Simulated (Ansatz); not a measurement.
## BN (P6_3mc): refractive index against wavelength

The refractive index of BN (P6_3mc) along x below the direct gap (8.36 eV on the mesh) is read from one computed spectrum, n = √(Re ε). x, y and z are the Cartesian axes of the input cell.

The structure is hexagonal, space group P6_3mc (No. 186). Conventional cell: a = 2.536 Å, b = 2.536 Å, c = 4.199 Å, α = 90.00°, β = 90.00°, γ = 120.00°. N on site b has 4 B at 1.56 to 1.57 Å as nearest neighbours. B on site b has 4 N at 1.56 to 1.57 Å as nearest neighbours.

Method: Ansatz 0.2.0, PBE, independent particles, k-mesh 12×12×5 with interpolation inside its cells, Gaussian parameter 0.1 eV.

Launch of the response step: `ansatz run input.yaml --threads 4 --pin off --max-ram 8192MiB --backend cpu --events-out ev --progress --plain --runs-dir out`. The run took 51 s, on 4 threads of Intel(R) Xeon(R) Processor @ 2.50GHz (Skylake/Cascade Lake), on a shared host.

```
wavelength (nm)  photon energy E (eV)       n
            532                 2.331  2.1862
            450                 2.755  2.1985
            405                 3.061  2.2089
            365                 3.397  2.2219
            308                 4.025  2.2513
            266                 4.661  2.2886
            248                 4.999       ?
```

In the single-oscillator model n² − 1 = E₀E_d/(E₀² − E²), so 1/(n² − 1) = E₀/E_d − E²/(E₀E_d) is linear in E².

Working, on the rows shown:

| x = E² (eV²) | y = 1/(n² − 1) |
| --- | --- |
| 5.43137 | 0.264587 |
| 7.59115 | 0.260865 |
| 9.37179 | 0.257783 |
| 11.5384 | 0.254011 |
| 16.2043 | 0.2458 |
| 21.7255 | 0.235978 |

Means: x̄ = 11.977, ȳ = 0.25317. Σ(x − x̄)(y − ȳ) = -0.3196, Σ(x − x̄)² = 182. Slope = -0.3196 / 182 = -0.001757; intercept = ȳ − slope · x̄ = 0.27421. Turned back into n, the line misses the rows shown by at most 0.00027.

Task: Predict the last column of the withheld row from the fit.

Result: At x = 24.994 the line gives y = 0.23031, that is 2.3113. The run gave 2.3122, so the extrapolation is off by 0.00092, 0.7 % of the range in the table.

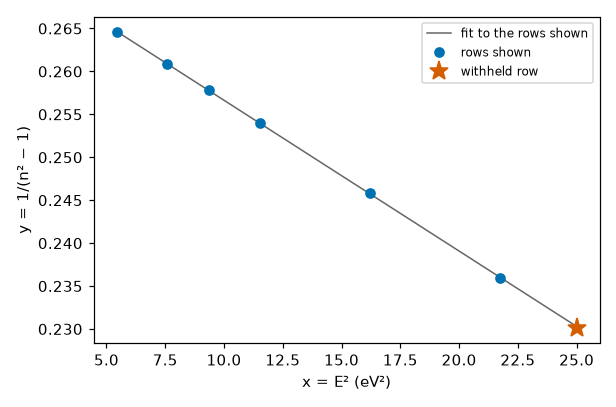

Refitted with all rows, the slope is -0.001764 and the intercept 0.27428. These give E₀ = √(intercept/−slope) = 12.47 eV and E_d = E₀/intercept = 45.5 eV; E₀ is 1.5 times the direct gap. The electronic limit at long wavelengths, without lattice vibrations, is n = √(1 + 1/intercept) = 2.155. The cell comes from an older database entry, whose edges can be off by a per cent or so. Excitons are left out and so are local fields; PBE gaps are as a rule too small.

[Logs are printed without paths, hosts, clocks, repeated set-up lines and the standing remarks that a program may print on its own settings, such as how far it seeks lower states.]
